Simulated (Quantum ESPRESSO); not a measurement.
# A series of single points on CuCl$_{2}$

System: CuCl$_{2}$ (I4/mmm, 3 atoms in the cell).
Method: Kohn-Sham DFT of a periodic cell, LDA, GBRV 1.5 LDA, no spin polarisation (Quantum ESPRESSO 7.5).

The 7 runs differ only in the geometry, by an even scaling of the cell at fixed fractional positions. The structure derives from a Materials Project entry.

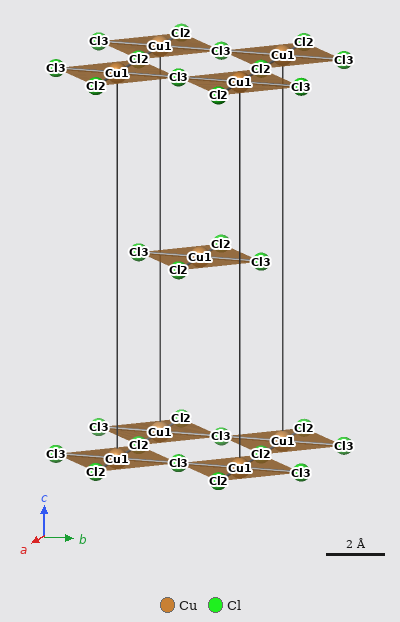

Figure 1. The structure of run 4 (polyhedral view of the cell 2 times as large as that of the calculation, set on its symmetry axes, seen slightly off an axis; polyhedra are completed across the faces of the cell; atoms are numbered from 1 in the order of the input). An atom can appear more than once, as a periodic image.

**Input of run 4**
```
&CONTROL
  calculation = 'scf'
  prefix = 'pwscf'
  outdir = './tmp'
  pseudo_dir = './pseudo'
  tprnfor = .true.
  tstress = .true.
  disk_io = 'nowf'
/
&SYSTEM
  ibrav = 0
  nat = 3
  ntyp = 2
  ecutwfc = 56
  ecutrho = 448
  nbnd = 24
  occupations = 'smearing'
  smearing = 'fd'
  degauss = 0.00367493
/
&ELECTRONS
  conv_thr = 6d-10
  electron_maxstep = 120
  mixing_beta = 0.5
/
ATOMIC_SPECIES
Cu    63.5460 cu_lda_v1.2.uspp.F.UPF
Cl    35.4500 cl_lda_v1.4.uspp.F.UPF
CELL_PARAMETERS angstrom
  -2.2548590000    2.2548590000    6.8599030000
   2.2548590000   -2.2548590000    6.8599030000
   2.2548590000    2.2548590000   -6.8599030000
ATOMIC_POSITIONS crystal
Cu     0.0000000000    0.0000000000    0.0000000000
Cl     0.0000000000    0.5000000000    0.5000000000
Cl     0.5000000000    0.0000000000    0.5000000000
K_POINTS automatic
8 8 8 0 0 0
```

Command:
```bash
OMP_NUM_THREADS=1 mpirun -n 2 pw.x -nk 2 -in pw.in > pw.out
```

Lattice vectors (Å) and fractional positions of run 4:
```
  -2.254859    2.254859    6.859903
   2.254859   -2.254859    6.859903
   2.254859    2.254859   -6.859903
Cu  0.000000  0.000000  0.000000
Cl -0.000000  0.500000  0.500000
Cl  0.500000  0.000000  0.500000
```

Run 3 differs from it as follows:
```diff
-  -2.2548590000    2.2548590000    6.8599030000
-   2.2548590000   -2.2548590000    6.8599030000
-   2.2548590000    2.2548590000   -6.8599030000
+  -2.2397252621    2.2397252621    6.8138619953
+   2.2397252621   -2.2397252621    6.8138619953
+   2.2397252621    2.2397252621   -6.8138619953
```

**Results, with one run withheld**

| run | volume per atom (Å³) | free energy per atom, from the lowest run given (meV) | pressure (GPa) |
| --- | --- | --- | --- |
| 1 | 43.714 | 0.00 | −0.46 |
| 2 | 44.644 | 3.94 | −0.99 |
| 3 | 45.574 | ? | ? |
| 4 | 46.505 | 20.14 | −1.86 |
| 5 | 47.435 | 31.76 | −2.22 |
| 6 | 48.365 | 45.35 | −2.57 |
| 7 | 49.295 | 60.67 | −2.82 |

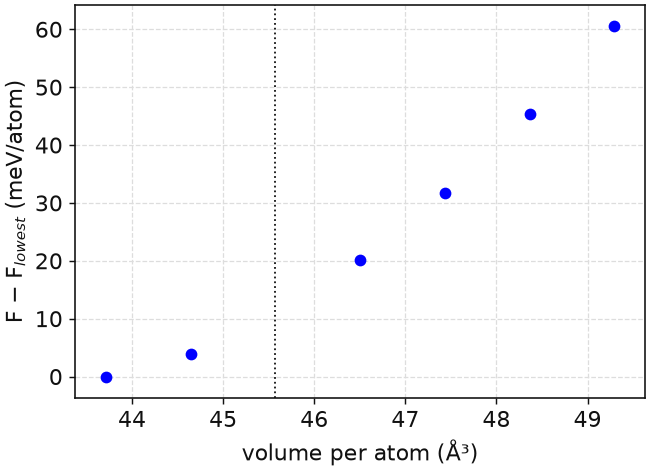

Figure 2. Free energy per atom of the runs given; the dotted line marks run 3.

Fit the runs given and predict run 3.

A cubic polynomial in V^(−2/3) (the Birch–Murnaghan form), fitted to the 6 runs given, misses them by under 0.01 meV per atom. With x = V^(−2/3) − 0.07723 Å⁻², it reads F = 21.152 − 10463 x + 1.2167e+06 x² + 6.7672e+06 x³ (meV per atom). At run 3 it gives 10.76 meV per atom, and the run itself gives 10.77. The slope of the fit gives a pressure −dF/dV of −1.40 GPa there, and the run prints −1.45 GPa. The fit has no minimum inside this range.

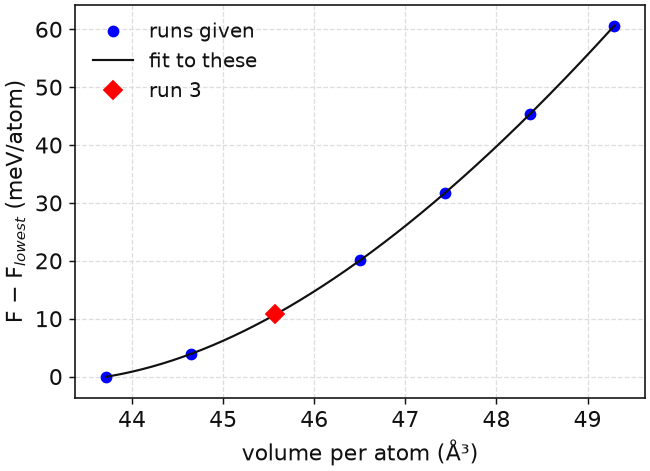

Figure 3. The fit and the withheld run.

**Some lines of the output (run 3)**
```
[...]
     total energy              =    -470.16818015 Ry
     total energy              =    -470.16946571 Ry
     total energy              =    -470.16953864 Ry
     total energy              =    -470.16954574 Ry
     total energy              =    -470.16954651 Ry
     total energy              =    -470.16954732 Ry
     total energy              =    -470.16954701 Ry
     total energy              =    -470.16954721 Ry
     total energy              =    -470.16954722 Ry
     the Fermi energy is    -2.0270 ev
!    total energy              =    -470.16954722 Ry
     The total energy is F=E-TS. E is the sum of the following terms:
     Computing stress (Cartesian axis) and pressure
          total   stress  (Ry/bohr**3)                   (kbar)     P=      -14.54
```

Notes on the run: negative rho. The run has no spin polarisation, so a magnetic state may lie lower.
